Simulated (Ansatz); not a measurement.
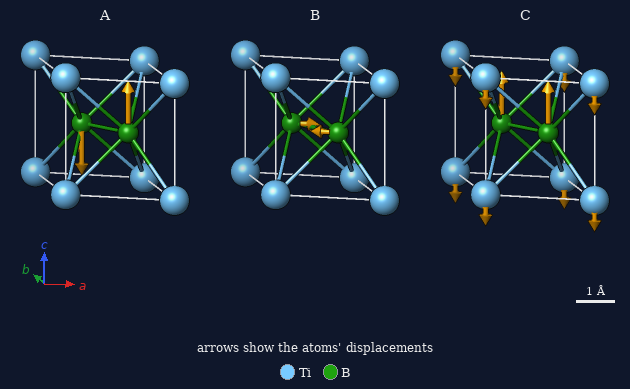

Modes of a crystal of TiB2, space group P6/mmm (No. 191), at the zone centre (one member of each degenerate set). Displacements are drawn as orange arrows; their common scale and sign are arbitrary. The picture is a ball-and-stick view of the cell of the calculation, seen slightly off an axis.

Level of theory: Ansatz 0.2.0, DFT PBE, scalar-relativistic, plane waves, PAW.

The frequencies depend somewhat on the k-mesh and the smearing.

### Which are infrared-active and which Raman-active?

A is B₁g, silent by symmetry (neither infrared- nor Raman-active) (554 cm⁻¹). B is E₂g, Raman-active by symmetry (884 cm⁻¹). C is A₂u, infrared-active by symmetry (510 cm⁻¹). The crystal has a centre of inversion, so no mode is both. In a metal the free carriers screen the infrared response.
